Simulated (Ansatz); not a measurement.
System: zincblende ZnSe, space group F-43m (No. 216), 2 atoms in the primitive cell, relaxed with r2SCAN; cubic a = 5.665 Å. Starting point: HSE06, Ansatz PAW set, no spin polarisation, no spin-orbit coupling, 4×4×4 k mesh, 420 eV cutoff, fixed occupations (Ansatz 0.2.0). Many-body step: G0W0 with empty bands 170, screening cutoff 140 eV and frequency treatment contour deformation.

In HSE06 the smallest gap over these k points is 2.44 eV, with direct gaps of 2.44 eV at Γ, 4.58 eV at L and 6.16 eV at X.

What does G0W0 give?

Over the k points that were corrected, the smallest gap goes from 2.44 eV in HSE06 (direct at Γ) to 2.91 eV in G0W0 (direct at Γ), a change of +0.47 eV (+19 %). Counted from the valence top, the lowest empty level moves by +0.47 eV at Γ, +0.48 eV at L and +0.30 eV at X; over the 6 points that were corrected the shifts run from +0.30 to +0.48 eV: a spread of 0.18 eV on a mean of 0.41 eV, so one scissor shift doesn't describe this level. Only two empty levels a point were corrected, so a higher one could drop under them. Down to 2.6 eV under the top, the filled levels keep their depth under the top to within 0.06 eV.

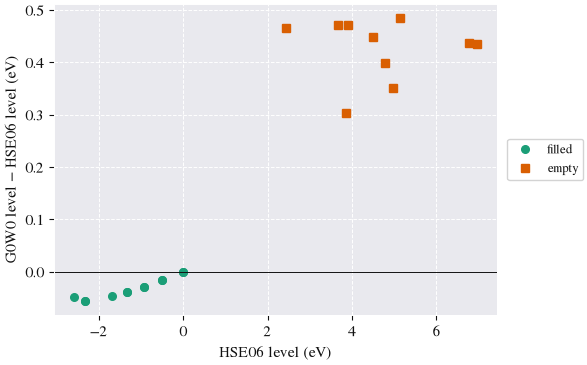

Change of each level from HSE06 to G0W0 against its HSE06 energy, both sets counted from their own valence top. Levels over 8 eV under the top or 5 eV above the conduction bottom aren't drawn.

```
k point  HSE06 direct gap (eV)  G0W0 direct gap (eV)
      Γ                   2.44                  2.91
      L                   4.58                  5.08
      X                   6.16                  6.52
```

The k mesh is coarse (spacing up to 0.48 Å⁻¹), so the values aren't converged, least of all with exact exchange. The filled d shell of Zn makes GW gaps converge slowly, so they lie under their value at the basis limit. Spin-orbit coupling is left out, which matters for Se. The PAW data sets were made with another functional. Bands, cutoffs and mesh are finite, so these values aren't at the basis limit.
